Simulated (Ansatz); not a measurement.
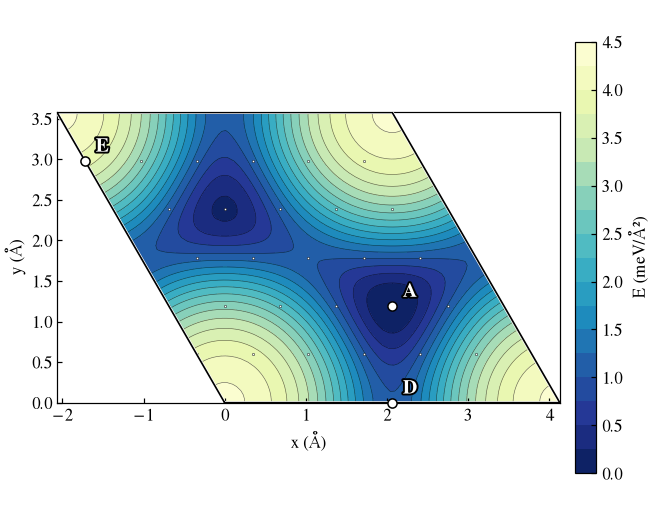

A bilayer of two MgI₂ sheets (1T type) (6 atoms in the cell). The upper layer of a bilayer is slid over the lower one; relaxed at each slide: the heights of all atoms; the origin of the map has I4 above I3. Places are given modulo a cell vector. The map is drawn in real space over the plane of the slide. Grid: 6 × 6 points; 10 points were computed and 26 follow by symmetry. Energies: meV/Å², counted from the lowest grid point. Method: Ansatz, DFT PBE+D3(BJ), scalar-relativistic, plane waves, PAW. Settings: cutoff 420 eV, k-mesh 9×9×1, gaussian smearing 0.05 eV, no spin polarisation.

In the figure: filled contours, dots at the grid points, the outline of one cell of the plane, lettered points. Between grid points the surface is interpolated.

Is D the lowest point of the computed grid?

No. D lies 1.03 meV/Å² above the lowest grid point, which is at (4/6, 2/6) of the cell vectors.
